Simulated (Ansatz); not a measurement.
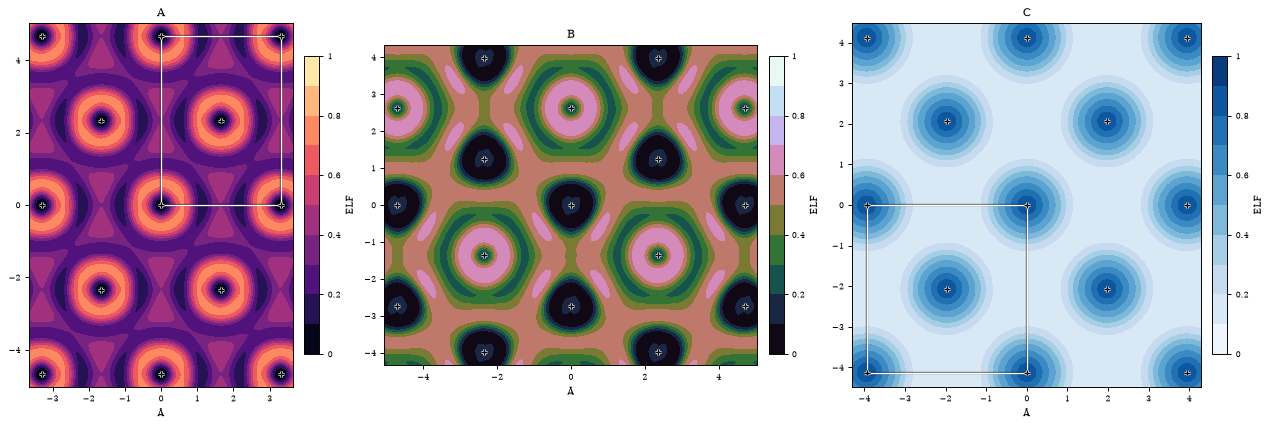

The electron localisation function of 3 systems, each on a plane through atoms (crosses mark nuclei in the plane).

Theory: Ansatz, DFT PBEsol, scalar-relativistic, plane waves, PAW.

System 1: Ag, the (110) plane of the conventional cell. Space group Immm; a structure from a database of computed crystals, not necessarily the ambient phase; changed on purpose from its base cell (uniaxial strain along a, b, c and atoms relaxed: +3.0 %).

```
CELL_PARAMETERS angstrom
2.03668 -2.03668 0.00000
2.08803 2.08803 0.00000
0.00000 0.00000 3.94746
ATOMIC_POSITIONS crystal
Ag 0.00000 0.00000 0.00000
Ag 0.50000 0.50000 0.50000
```

System 2: Ta, the (101̄) plane of the conventional cell. Space group Im-3m; computed pressure about −4 GPa in this cell; computed without spin polarisation.

System 3: Al$_{2}$Ru, the (001) plane of the conventional cell. Space group Fddd; a structure from a database of computed crystals, not necessarily the ambient phase; computed without spin polarisation.

Question: Match each panel to its system.

Answer: Panel A is system 2, Ta: the plane holds Ta. Ta–Ta (2.86 Å): the ELF is about 0.30 at the midpoint. Panel B is system 3, Al$_{2}$Ru: the plane holds Al and Ru. Al–Ru (2.62 Å): the ELF is about 0.40 at the midpoint. Panel C is system 1, Ag: the plane holds Ag. Ag–Ag (2.85 Å): the ELF is about 0.15 at the midpoint; no shared electron pair shows on this line.
